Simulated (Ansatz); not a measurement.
## Field-gradient calculation of Ga

System: Ga (P-1, 2 atoms in the cell).
Method: DFT, PBE, PAW with Ansatz's default frozen-core files, scalar-relativistic, no spin polarisation (Ansatz 0.2.0).

The structure derives from an entry of the Crystallography Open Database. It belongs to a series of runs on one base structure; here: equal xy, yz and zx shear strains of -2 %, PAW files. Figures and captions count atoms from 1; the log counts them from 0 in places.

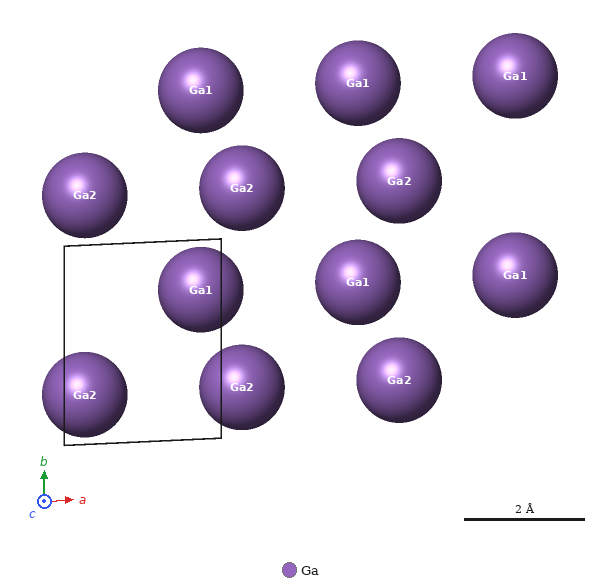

The input geometry (spheres-only view of the cell of the calculation, set on other vectors, repeated 3 × 2 × 1, along the c axis; atoms are numbered from 1 in the order of the input).

## Input
```yaml
crystal:
  lattice:
    - [1.423265, -4.04033, 0.026435]
    - [1.342735, 4.01267, -0.054095]
    - [-0.1507493, -0.0321248, 3.3311045]
  atoms:
    - { symbol: Ga, position: [0.869, 0.131, 0.25] }
    - { symbol: Ga, position: [0.131, 0.869, 0.75] }
kpoints:
  mp_grid: { grid: [14, 14, 11] }
scf:
  occupations: { method: fermi_dirac, width: 0.03 }
hamiltonian:
  xc: pbe
  pseudopotentials: { kind: paw }
output:
  forces: true
  stress: true
  eigenvalues: true
  efg: { contact_densities: true }
  write_density: true
  write_potential: true
  elf: true
  volumetric_format: npy
```

Run on 1 thread of Intel Xeon (Sapphire Rapids), 64 GiB of memory available, shared host.

Launched with:
```bash
ansatz run input.yaml --threads 1 --pin off --max-ram 3072MiB --backend cpu --events-out ev --progress --plain --runs-dir out
```

## What the program printed
```
Engine: ansatz 0.2.0, x86_64-unknown-linux-gnu
Pseudopotentials: kind: paw
Pseudopotential: Ga, paw, valence charge 13, recommended cutoff 420 eV (normal), Ga.paw.azcp
Functional definition: PBE
  parameter kappa = 0.804
  parameter beta = 0.06672455060314922
  exchange = pbe_x(kappa = kappa, mu = beta*pi^2/3)
  correlation = pbe_c(beta = beta)
Crystal: 2 atoms, lattice volume = 37.075 Å³
Basis set: ecut = 420 eV, 725 PW (Γ), exchange–correlation on 60×60×48 points (8 copies of the dense FFT grid, shifted against one another)
Bands: 17, of which v1, the nominal top of the filled ones, is band 13 counted from 1 (12 counted from 0)
Symmetry: 2 space group operations
Space group: P-1 (ITA 2), of the structure as read, at distance tolerance 3.3e-5 Å
k-points: 1080 of 2156
Non-local potential: Ga, projectors of the file, l = 0: 2, l = 1: 2, l = 2: 3, l = 3: 1
PAW form: soft (Blöchl's): semilocal exchange-correlation on the pseudo side does not see the compensation charge
PAW one-centre angular grid: Ga, 590 points (default); XC on 64 Gauss nodes
Initial density: superposition of atomic densities (neutral atoms: chi_scale 0, normalization atom), corrected by the library's trained network
Initial wavefunctions: pseudopotential atomic-orbital guess
Functional: x = pbe(κ = 0.804, μ = 0.2195149727645171), c = pbe(β = 0.06672455060314922)
SCF iter   1: F=—  HF=-7565.992352 eV  |F-HF|=—  |Δ(HF+E_count)|=         —  Δρ=1.18e-3  dr2=7.20e-4  ethr=1.77e-3  ⟨swp⟩=5.9  Hψ=88429  notcnv=0
preconditioner: auto → Kerker (q_TF=auto, 2.572 Å⁻¹)  [metal: Δε(μ)=0.004 eV  Ē_g=17.224 eV  σ=0.030 eV  W_gap=0.04  n_scr=12 (ndim 8)  ℏωp=31.1 eV  f_vac=0.000  D(μ)=0.66/eV (n_scr^D=2)]
SCF iter   2: F=—  HF=-7565.991815 eV  |F-HF|=—  |Δ(HF+E_count)|=   5.37e-4  Δρ=8.42e-4  dr2=3.65e-4  ethr=2.77e-6  ⟨swp⟩=2.0  Hψ=39143  notcnv=0
SCF iter   3: F=—  HF=-7565.991786 eV  |F-HF|=—  |Δ(HF+E_count)|=   2.86e-5  Δρ=4.61e-4  dr2=1.47e-4  ethr=1.40e-6  ⟨swp⟩=2.0  Hψ=29059  notcnv=0
SCF iter   4: F=—  HF=-7565.991785 eV  |F-HF|=—  |Δ(HF+E_count)|=   9.48e-7  Δρ=2.47e-4  dr2=1.12e-5  ethr=5.67e-7  ⟨swp⟩=2.6  Hψ=28523  notcnv=0
SCF iter   5: F=—  HF=-7565.991767 eV  |F-HF|=—  |Δ(HF+E_count)|=   1.83e-5  Δρ=6.13e-5  dr2=8.32e-7  ethr=4.31e-8  ⟨swp⟩=2.0  Hψ=32037  notcnv=0
SCF iter   6: F=—  HF=-7565.991767 eV  |F-HF|=—  |Δ(HF+E_count)|=   3.50e-7  Δρ=2.05e-5  dr2=8.30e-8  ethr=3.85e-10  ⟨swp⟩=6.3  Hψ=116195  notcnv=0
SCF iter   7: F=-7565.991767 eV  HF=-7565.991767 eV  |F-HF|=1.23e-9  |Δ(HF+E_count)|=   6.32e-8  Δρ=2.73e-6  dr2=2.57e-9  ethr=3.19e-10  ⟨swp⟩=8.1  Hψ=118660  notcnv=0
SCF 1 converged in 7 iterations: F = -7565.991767 eV  dr2 = 2.57e-9
  greatest PAW one-centre occupation: 0.994 electrons in one spin orbital (limit 2), on the Ga atom at site 1 (counted from 0), in its partial waves of l = 2
SCF converged after 7 iterations
Free energy (F): -7565.991767 eV
Harris-Foulkes:  -7565.991767 eV  (|F-HF|=1.23e-9)
Internal energy: -7565.989814 eV  (E = F + TS)
E sigma→0 (E₀):  -7565.990790 eV
Entropy (-TS):   -0.001953 eV (-0.977 meV/atom)
Fermi energy:    9.901259 eV
--- Per-component energies (eV) ---
  E_band       = -67.539588
  E_kinetic    = 230.175335
  E_local      = -3586.431202  (includes V_loc(G=0)·N_el)
  E_nonlocal   = 844.740599
  E_hartree    = 1686.497555
  E_xc         = -139.009984
  E_vxc        = -116.702924  (∫ρ·V_xc dr)
  E_paw        = -3971.677086  (= ΣΔE_a)
  E_vpaw       = -812.315279  (= ΣTr[D̂ρ^β])
  E_aug_tail   = -0.000212  (compensation charges beyond the density's cutoff)
  E_ewald      = -2630.284819
  E_smearing   = -0.001953  (= −TS)
  E_closure    = -0.000000  (closes the sum)
  Σ components = -7565.991767   (vs F -7565.991767, Δ=0.00e0)
--- Forces (eV/Å), atoms counted from 1 ---
  atom   1  Ga    -0.01163425     0.17597994     0.01046199
  atom   2  Ga     0.01163425    -0.17597994    -0.01046199
  max |Σ_I F_I| component: 0.00e0 eV/Å
--- Stress (GPa, compression-positive) ---
        1.735946       0.625762       0.215866
        0.625762       2.289212       0.904089
        0.215866       0.904089       1.519516
  P = ⅓ Tr σ = 1.8482 GPa (18.482 kbar)
--- PAW observables at the nuclei: V_zz in 10²¹ V/m², potentials from the cell's mean, atoms counted from 1 ---
  atom   1  Ga V_zz =    +2.748369   η = 0.5690   by run symmetry: allowed
            electrostatic potential = -4133.240390 V   contact ρ = 187439.505039 e/Å³
  atom   2  Ga V_zz =    +2.748369   η = 0.5690   by run symmetry: allowed
            electrostatic potential = -4133.240390 V   contact ρ = 187439.505039 e/Å³
--- Band table (eV; the first three rows and the last of 1080) ---
  k-point 0: bands = ["-5.2376", "-5.2266", "-5.1903", "-5.1674", "-4.8940", "-4.8907", "-4.8632", "-4.8600", "-4.8440", "-4.7084", "-1.3287", "7.8082", "8.2860", "11.5396", "15.3352", "19.6014", "19.8581"]
  k-point 1: bands = ["-5.2442", "-5.2125", "-5.1900", "-5.1548", "-4.9124", "-4.9080", "-4.8496", "-4.8438", "-4.8429", "-4.7217", "-1.2152", "7.9146", "8.1371", "10.7741", "16.5762", "18.8845", "19.5996"]
  k-point 2: bands = ["-5.2511", "-5.1904", "-5.1787", "-5.1236", "-4.9395", "-4.9335", "-4.8560", "-4.8242", "-4.8196", "-4.7575", "-0.8736", "7.2242", "8.3546", "10.1244", "17.1222", "17.8395", "19.0036"]
  k-point 1079: bands = ["-5.2009", "-5.1765", "-5.1143", "-5.0981", "-4.9146", "-4.9089", "-4.8842", "-4.8731", "-4.8657", "-4.8485", "3.4863", "3.9355", "5.5767", "5.9274", "20.1262", "21.1071", "21.4342"]
```

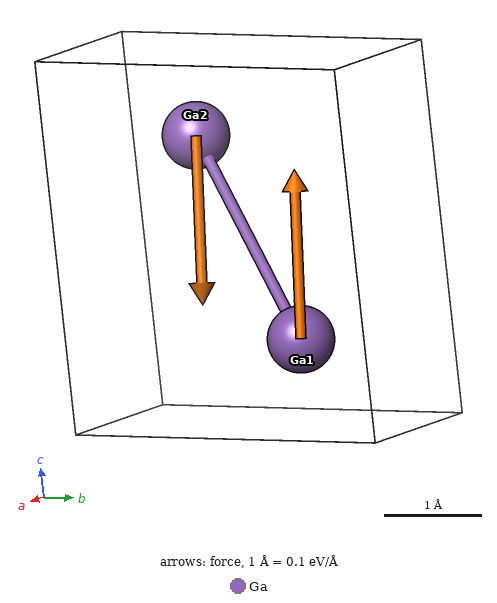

Forces on the atoms as orange arrows (ball-and-stick view of the cell of the calculation, set on other vectors, seen slightly off an axis; atoms are numbered from 1 in the order of the input). The largest act on Ga1, Ga2 (0.18 eV/Å). The geometry is not a stationary point of this energy.

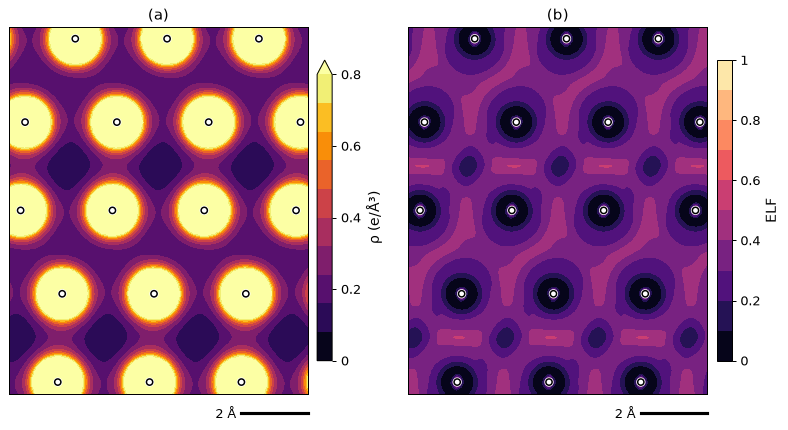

(a) valence pseudo-density; (b) electron localisation function on the (011) plane of the conventional cell. Circles mark the nuclei in the plane (Ga). Ga–Ga (2.66 Å): the density is about 0.28 e/Å³ at the midpoint; the ELF is about 0.50 at the midpoint (metallic bonding. Ga–Ga (2.77 Å): ρ at the midpoint is about 0.23 e/Å³; the ELF is about 0.45 at the midpoint (nearly free electrons, as in a simple metal). Away from the nuclei the density in this plane falls to 0.09 e/Å³ at its lowest. The strong features right at Ga lie inside the PAW spheres (semicore, d or f shells) and say nothing about bonding. The fields are those of the smooth PAW valence density.

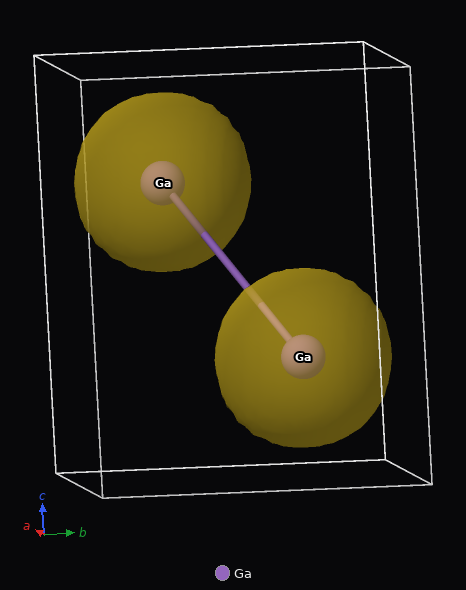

Isosurface of the valence electron density at 0.5 e/Å³ (yellow), seen at an oblique angle. Sticks mark near contacts. The outline is the cell set on symmetry axes. At this value the density breaks into separate islands; it holds about 75 % of the electrons treated as valence (semicore included). It is pinched off along the Ga–Ga (2.66 Å), Ga–Ga (2.71 Å), Ga–Ga (2.77 Å) and Ga–Ga (2.81 Å) contacts. On the grid the lowest density along these lines, outside the cores, is 0.28 e/Å³ (Ga–Ga, 2.66 Å), 0.26 e/Å³ (Ga–Ga, 2.71 Å), 0.23 e/Å³ (Ga–Ga, 2.77 Å) and 0.22 e/Å³ (Ga–Ga, 2.81 Å).

## Key numbers

| quantity | value |
| --- | --- |
| outcome | converged |
| space group (tolerance 0.01 Å) | P-1 (2) |
| electrons treated | 26 |
| free energy | −7565.9918 eV |
| Fermi energy | 9.901 eV |
| pressure | 1.85 GPa |
| field gradient V_zz (10²¹ V/m²) | Ga 2.75, Ga 2.75 |
| largest force (length of the vector) | 0.177 eV/Å |
| wall time | 34 s |
| peak memory | 0.84 GiB |
